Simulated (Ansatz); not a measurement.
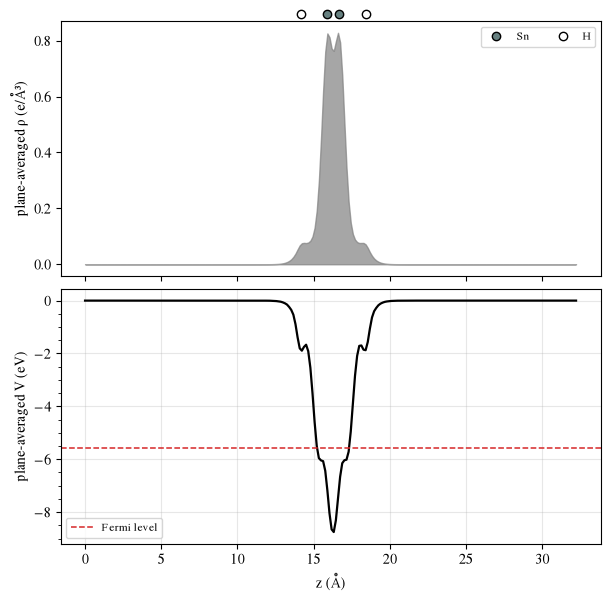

Figure. SnH (slab). Plane average of the electrostatic potential energy of an electron and of the valence pseudo-density across the slab. Circles mark the heights of the atoms.

Started from the chair-type functionalised monolayer prototype, which need not be the ambient phase.

Theory: DFT, PBE0, plane waves, PAW in Ansatz 0.2.0.

In a PAW calculation such maps are meaningful between the atoms, not at the nuclei.

How far above the Fermi level of the calculation is the vacuum level?

Answer. 5.6 eV. The slab has a gap, so the Fermi level lies inside it and this isn't a work function in the metallic sense.

What are the slab's thickness and the vacuum gap?

Answer. The outermost nuclei are 4.3 Å apart, in 4 atomic planes; the vacuum between periodic images is 28.1 Å wide.
